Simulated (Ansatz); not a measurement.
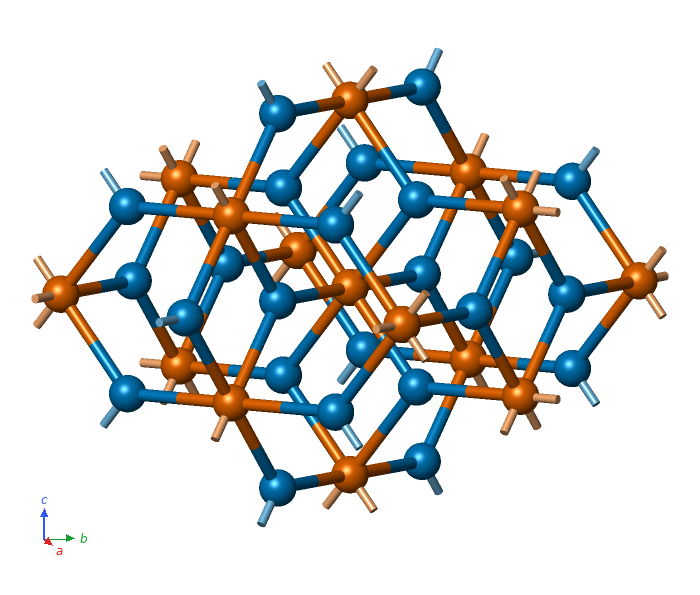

The picture shows a finite piece of the underlying net of a crystal structure, nodes on the atoms' positions. Nodes are coloured by topological kind. Edges to nodes outside the piece are drawn as stubs.

### Classify the net: periodicity, connectivity, name.

A binodal (3,6)-connected, three-periodic net. It is the rtl net, known from rutile.

### Give point symbol and coordination sequence of each kind of node.

3-connected node: 4.6^2, sequence 3, 14, 19, 62, 51, 144; 6-connected node: 4^2.6^10.8^3, sequence 6, 10, 38, 34, 102, 74.

Where the net comes from. TiO2 (space group P4_2/mnm, No. 136): coordinates from a relaxation with DFT, r2SCAN, plane waves, PAW (Ansatz). Bonds are taken as O–Ti below 2.2 Å; no other contact counts. Atoms with one bond or none are removed and atoms with two bonds are replaced by edges, until no such atom is left. O is a 3-connected node; Ti is a 6-connected node, in the ratio 2:1.
